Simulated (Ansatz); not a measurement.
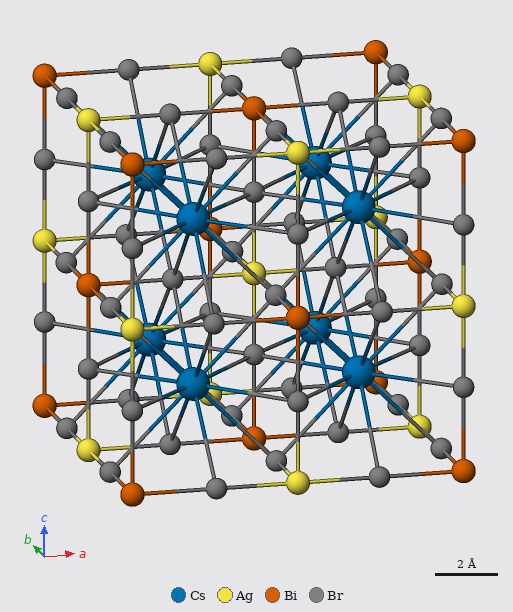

The starting point is solid Cs$_{2}$AgBiBr$_{6}$ (set up in Fm-3m). The picture is a ball-and-stick view of the conventional cell (4 times the calculation's cell), seen slightly off an axis. Lengths and directions refer to the drawn axes.

Level of theory: Ansatz 0.2.0, DFT PBEsol, scalar-relativistic, plane waves, PAW. Set-up: plane-wave cutoff 420 eV; k-point mesh 4 × 4 × 4; occupations gaussian; smearing width 0.02 eV; no spin polarisation.

The variant: The volume is changed by +6.0 %. The atoms are relaxed in that cell.

Input file:
```yaml
crystal:
  lattice:
    - [0.0, 5.7033958115, 5.7033958115]
    - [5.7033958115, 0.0, 5.7033958115]
    - [5.7033958115, 5.7033958115, 0.0]
  atoms:
    - { symbol: Cs, position: [0.25, 0.25, 0.25] }
    - { symbol: Cs, position: [0.75, 0.75, 0.75] }
    - { symbol: Ag, position: [0.5, 0.5, 0.5] }
    - { symbol: Bi, position: [0.0, 0.0, 0.0] }
    - { symbol: Br, position: [0.2530656252, 0.7469343748, 0.2530656252] }
    - { symbol: Br, position: [0.2530656252, 0.7469343748, 0.7469343748] }
    - { symbol: Br, position: [0.7469343748, 0.2530656252, 0.7469343748] }
    - { symbol: Br, position: [0.7469343748, 0.2530656252, 0.2530656252] }
    - { symbol: Br, position: [0.2530656252, 0.2530656252, 0.7469343748] }
    - { symbol: Br, position: [0.7469343748, 0.7469343748, 0.2530656252] }
basis:
  ecutwfc: 420
kpoints:
  mp_grid: { grid: [4, 4, 4] }
hamiltonian:
  xc: pbesol
scf:
  occupations: { method: gaussian, width: 0.02 }
output:
  forces: true
  stress: true
  eigenvalues: true
relax:
  adjacent_minimum: "off"
  f_tol: 0.01
  max_steps: 30
```

Launched with:
```bash
ansatz run input.yaml --threads 2 --pin off --max-ram 5120MiB --backend cpu --events-out ev --progress --plain --runs-dir out
```

What is the effect?

Answer. Energy change: +9.2 meV per atom. Pressure: 0.0 GPa before, −1.3 GPa after. The drawn cell changes as follows: a = b = c 11.187 → 11.407 Å (+2.0 %); the volume changes by +6.0 %. The largest moves relative to the cell, 0.019 Å, are those of Br5, Br6, Br7, Br8, Br9 and Br10. Br8 goes along −a. Bi and Cs and Ag stay in place. Among the bonded contacts that change: Br–Cs 3.956 → 4.033 Å, Ag–Br 2.753 → 2.826 Å, Bi–Br 2.841 → 2.877 Å. The space group stays Fm-3m (No. 225).

The changed structure in the same view:

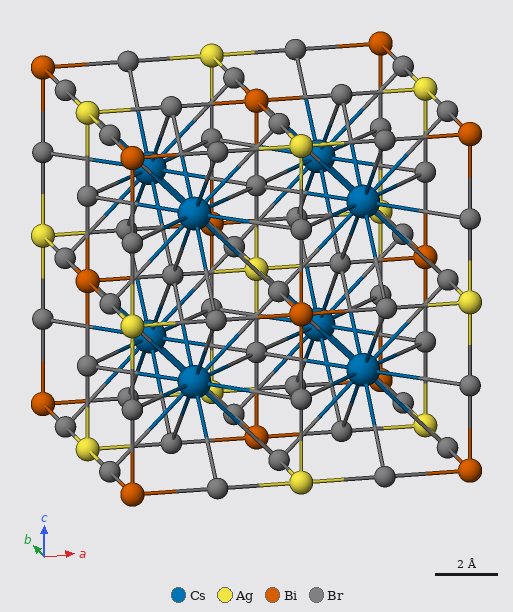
